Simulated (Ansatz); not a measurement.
## Electronic structure of Ge$_{4}$H (slab) in real space

Input file:

```
crystal:
  lattice:
    - [4.0303587907, 0.0, 0.0]
    - [0.0, 4.0303587907, 0.0]
    - [0.0, 0.0, 21.6416627718]
  atoms:
    - { symbol: Ge, position: [0.0, 0.5, 0.1848286817] }
    - { symbol: Ge, position: [0.0, 0.0, 0.2506714513] }
    - { symbol: Ge, position: [0.5, 0.0, 0.3196569899] }
    - { symbol: Ge, position: [0.5, 0.5, 0.3854446333] }
    - { symbol: H, position: [0.5, 0.5, 0.5009625594] }
basis:
  ecutwfc: 420
kpoints:
  mp_grid: { grid: [7, 7, 1] }
hamiltonian:
  xc: pbe
  pseudopotentials: { kind: paw, azcp: { folder: soft_1 } }
  dispersion: d3bj
scf:
  occupations: { method: gaussian, width: 0.1 }
output:
  forces: true
  eigenvalues: true
  write_density: true
  write_potential: true
  elf: true
  volumetric_format: npy
efield:
  axis: 3
  dipole_correction: true
  ramp_width: 0.04
```

Launched as:

```sh
ansatz run input.yaml --threads 1 --pin off --max-ram 3072MiB --backend cpu --events-out ev --progress --plain --runs-dir out
```

A point of a scan over the structure, not its minimum; not relaxed (largest force 2.0 eV/Å); computed without spin polarisation; PAW files of the earlier set (soft_1).

Method: DFT PBE+D3(BJ), scalar-relativistic, plane waves, PAW in Ansatz 0.2.0.

Core electrons are frozen (PAW), and the valence fields are smoothed inside the atomic spheres.

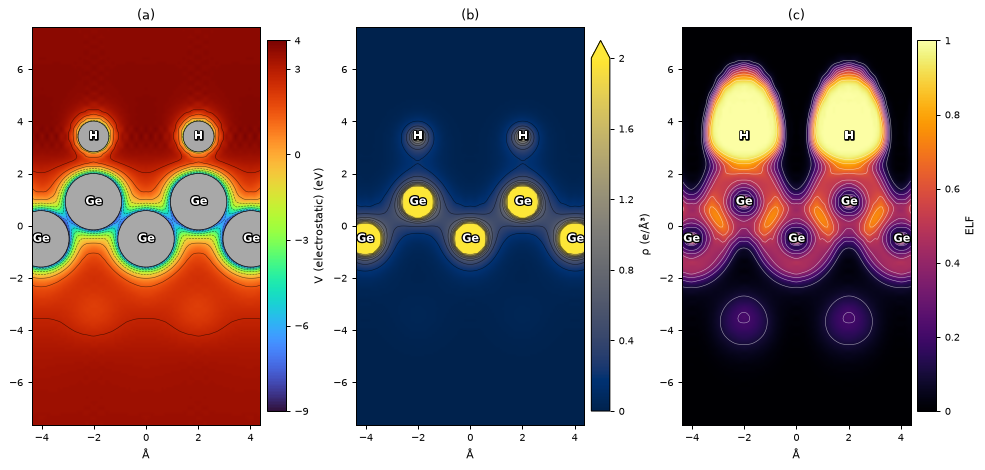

Figure 1. (a) electrostatic potential (local pseudopotential plus Hartree) felt by an electron; (b) valence charge density (pseudo); (c) ELF on the (100) plane of the calculation cell, a cut from vacuum to vacuum. Grey discs cover the atomic cores in the potential map.

> Describe what can be read from this map.

- Atoms in the plane: Ge and H.
- Ge–Ge (2.47 Å): the density is about 0.48 e/Å³ at the midpoint; the ELF peaks at about 0.75 between the atoms.
- Ge–H (2.50 Å): ρ at the midpoint is about 0.23 e/Å³; the ELF climbs to about 1 towards the hydrogen.
- The density dies away to nearly zero in the vacuum.
- The features right at Ge lie inside the PAW spheres, where the map follows smoothed inner orbitals and isn't to be read closely.

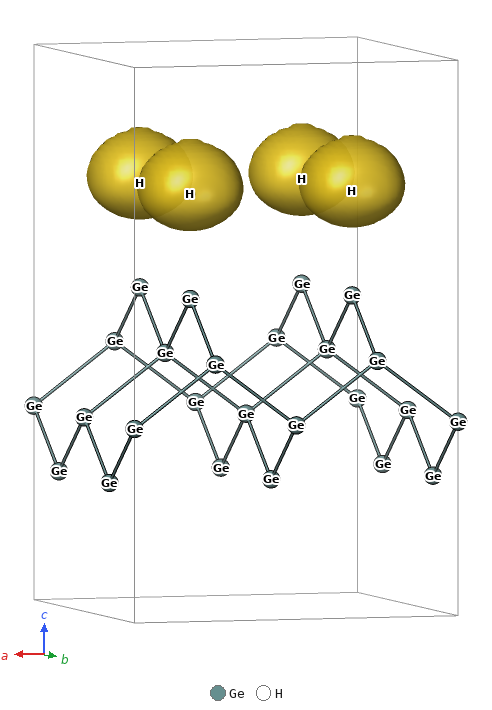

Figure 2. Isosurface of the ELF at 0.9 (yellow), seen at an oblique angle. Only the valence region is drawn (cores and ρ < 0.01 e/Å³ removed). Sticks mark near contacts.

> Identify the bonds, lone pairs and shells in this picture.

The surface consists of one region around a hydrogen nucleus, counted in one cell of 5 atoms. Counts are for one cell; the picture repeats the cell along the surface.

> Does the calculation give a band gap?

It is metallic or semimetallic at this level of theory: no gap opens.
